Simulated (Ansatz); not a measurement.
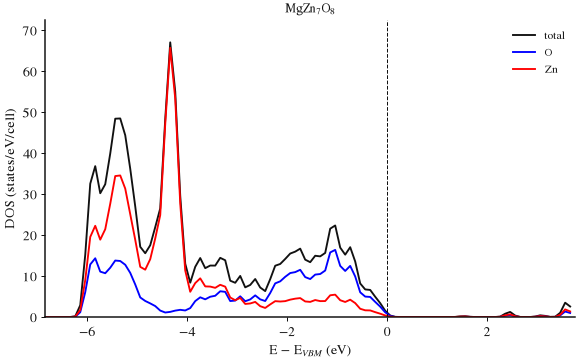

Density of states. Energies are counted from the top of the valence band. The partial curves are projected on Löwdin-orthogonalised atomic shells.

Calculation on MgZn7O8, space group P1, 16 atoms in the cell; a = 5.20 Å, b = 6.47 Å, c = 6.47 Å, α = 119.84°, β = 90.01°, γ = 89.99°.

Computed with Ansatz 0.2.0: DFT r2SCAN, scalar-relativistic, plane waves, PAW, no spin polarisation, 3×4×4 k mesh, 500 eV cutoff.

Q: Is there a gap at the Fermi level, and how wide?

A: There is a gap; over the k points computed it is 1.54 eV.

Q: How wide is the upper valence band?

A: The upper group of valence states starts about 6.1 eV under the valence-band top, with a gap beneath it; it holds about 118 electrons a cell.

Q: Where is the tallest peak in the window, and which states make it?

A: The tallest peak in the window is at −4.3 eV; by projected weight it is Zn almost alone.

The structure was built from a prototype or by substitution, so it need not be a known phase. The k mesh is coarse for this system.
